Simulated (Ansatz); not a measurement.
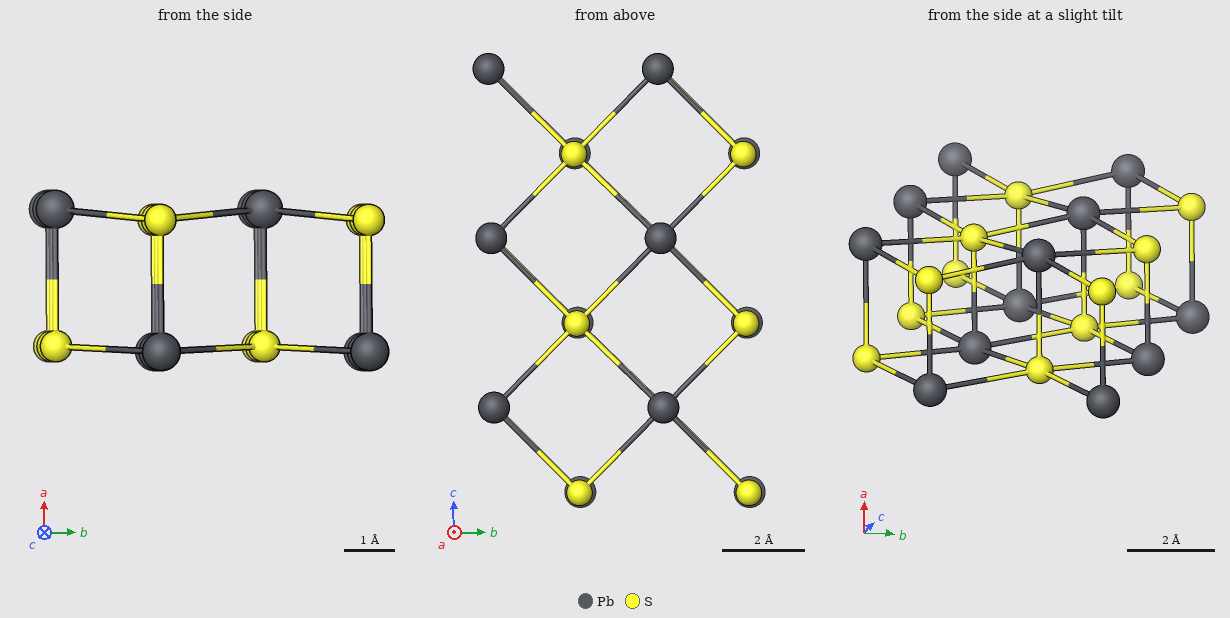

A ball-and-stick picture of a periodic sheet, seen from the side, from above and from the side at a slight tilt. The surface normal points up in side views; the vacuum is left out. 2×3 cells are drawn in the plane, with atoms at the edges repeated.

The cell holds 2 Pb, 2 S.

With which atoms do the two faces end?

Answer. The top face ends in Pb and S, the bottom face in Pb and S. The two faces are alike.

What is the thickness of the slab?

Answer. About 2.9 Å from the lowest to the highest atom.

Give the sequence of planes from the top.

Answer. Two planes: PbS / PbS.

What does the bonding look like?

Answer. Pb is coordinated by five S in a distorted square pyramidal arrangement at about 2.6 to 3.0 Å. About every S there are five Pb in a distorted square pyramidal arrangement at about 2.6 to 3.0 Å. The bonds build PbS layers parallel to the surface.

It goes back to a structure listed in the Materials Project. The cell was then strained or its atoms displaced on purpose. An electronic-structure calculation with Ansatz was run on it.
